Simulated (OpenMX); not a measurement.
**Energy of ZrB$_{2}$ along an even scaling of the cell**

System: ZrB$_{2}$ (3 atoms in the cell).
Method: Kohn-Sham DFT of a periodic cell, PBE, OpenMX 2013 PBE set, no spin polarisation (OpenMX 3.8.5).

The 7 runs differ only in the geometry, by an even scaling of the cell at fixed fractional positions. The structure derives from an entry of the Crystallography Open Database.

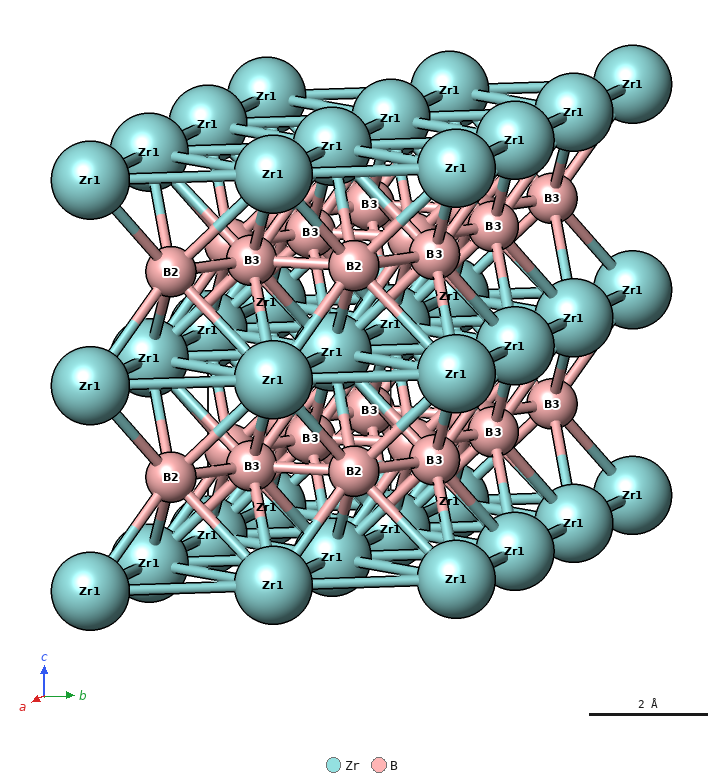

Figure 1. The structure of run 4 (ball-and-stick view of the cell of the calculation, repeated 3 × 2 × 2, seen slightly off an axis; atoms are numbered from 1 in the order of the input).

**Input of run 4**
```
System.CurrrentDirectory             ./
System.Name                          ZrB2
DATA.PATH                            ./DFT_DATA13
level.of.stdout                      1
level.of.fileout                     0
Species.Number                       2
<Definition.of.Atomic.Species
  Zr  Zr7.0-s3p2d2           Zr_PBE13
  B   B7.0-s2p2d1            B_PBE13
Definition.of.Atomic.Species>

Atoms.Number                         3
Atoms.SpeciesAndCoordinates.Unit     FRAC
<Atoms.SpeciesAndCoordinates
    1  Zr    0.0000000000    0.0000000000    0.0000000000   6.000  6.000
    2  B     0.6666666667    0.3333333333    0.5000000000   1.500  1.500
    3  B     0.3333333333    0.6666666667    0.5000000000   1.500  1.500
Atoms.SpeciesAndCoordinates>

Atoms.UnitVectors.Unit               Ang
<Atoms.UnitVectors
     3.1700000000    0.0000000000    0.0000000000
    -1.5850000000    2.7453005300    0.0000000000
     0.0000000000    0.0000000000    3.5330000000
Atoms.UnitVectors>

scf.XcType                           GGA-PBE
scf.SpinPolarization                 off
scf.ElectronicTemperature            580.226
scf.energycutoff                     400.0
scf.maxIter                          100
scf.EigenvalueSolver                 band
scf.Kgrid                            11 11 9
scf.Mixing.Type                      rmm-diisk
scf.Init.Mixing.Weight               0.05
scf.Min.Mixing.Weight                0.001
scf.Max.Mixing.Weight                0.3
scf.Mixing.History                   25
scf.Mixing.StartPulay                8
scf.criterion                        1.0e-8
scf.stress.tensor                    on
MD.Type                              nomd
```

Command:
```bash
openmx ZrB2.dat -nt 1 > ZrB2.std
```

Run 3 has the same physical settings and fractional positions; its lattice vectors (Å) are:
```
   3.148724    0.000000    0.000000
  -1.574362    2.726875    0.000000
   0.000000    0.000000    3.509288
```

**Results, with one run withheld**

| run | volume per atom (Å³) | free energy per atom, from the lowest run given (meV) |
| --- | --- | --- |
| 1 | 9.634 | 38.57 |
| 2 | 9.839 | 18.34 |
| 3 | 10.044 | ? |
| 4 | 10.249 | 0.00 |
| 5 | 10.454 | 0.60 |
| 6 | 10.659 | 6.87 |
| 7 | 10.864 | 18.31 |

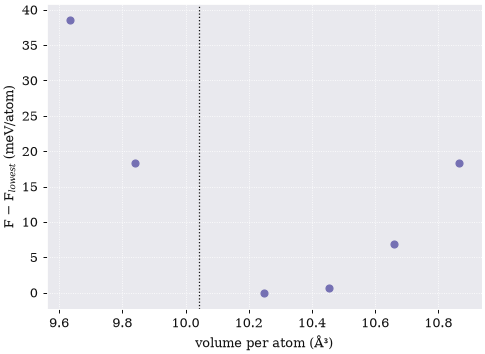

Figure 2. Free energy per atom of the runs given; the dotted line marks run 3.

Estimate the energy of run 3 from the others.

A cubic polynomial in V^(−2/3) (the Birch–Murnaghan form), fitted to the 6 runs given, misses them by at most 0.02 meV per atom. With x = V^(−2/3) − 0.21168 Å⁻², it reads F = −0.18483 + 669.21 x + 3.8752e+05 x² − 1.1401e+05 x³ (meV per atom). At run 3 it gives 5.71 meV per atom, and the run itself gives 5.72. The fit has its minimum at 10.331 Å³ per atom, where V d²F/dV² gives 238 GPa. Cell shape and fractional positions are held, so this is the stiffness under even scaling; the relaxed bulk modulus wasn't computed.

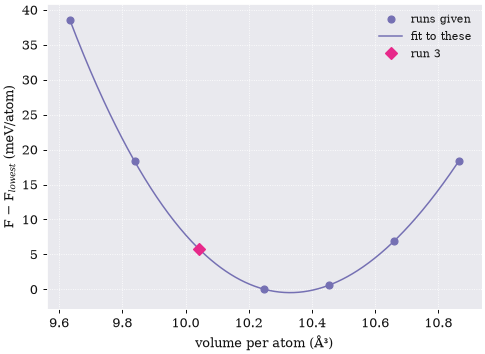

Figure 3. The fit and the withheld run.

**Some lines of the output (run 3)**
```
[...]
  Cell_Volume =    203.336515331176 (Bohr^3)
        Total energy (Hartree) at MD = 1
   kloop=0
   kloop=1
   kloop=544
```

Notes: With a small basis of atomic orbitals these values can differ much from converged plane-wave results.
